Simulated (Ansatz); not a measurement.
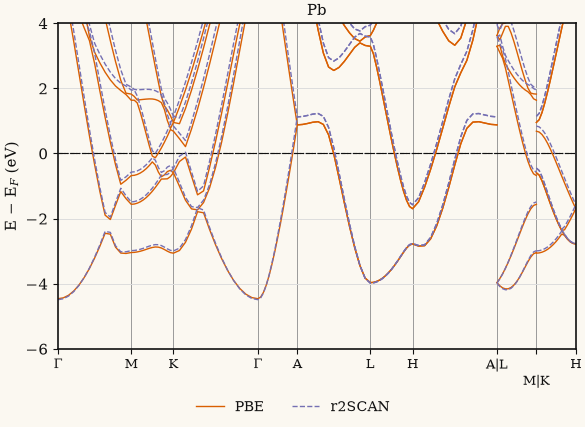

Band structures of hcp Pb, space group P6_3/mmc (No. 194), 2 atoms in the cell (a = 3.480 Å, c = 5.590 Å (hexagonal axes)), by two methods on the same cell. Each is counted from its own Fermi level.

How do the methods compare?

Both give a metal. Levels within 1 eV of the Fermi level in either run differ by 0.17 eV on average and by 0.25 eV at most (between H and A).

Settings. PBE: Ansatz PAW, no spin polarisation, no spin-orbit coupling, 7×7×4 k mesh, 420 eV cutoff, Fermi-Dirac smearing of 0.05 eV (Ansatz 0.2.0). r2SCAN: Ansatz PAW, no spin polarisation, no spin-orbit coupling, 9×9×5 k mesh, 500 eV cutoff, Fermi-Dirac smearing of 0.05 eV (Ansatz 0.2.0).

Bands are joined in order of energy. The cell is at 4 GPa in PBE and 3 GPa in r2SCAN. Spin-orbit coupling is left out, which matters for Pb. This isn't the form of Pb at room conditions, which is fcc. PBE: the k mesh is thin for a metal, so its Fermi level is uncertain. r2SCAN: the PAW data sets were made with another functional.
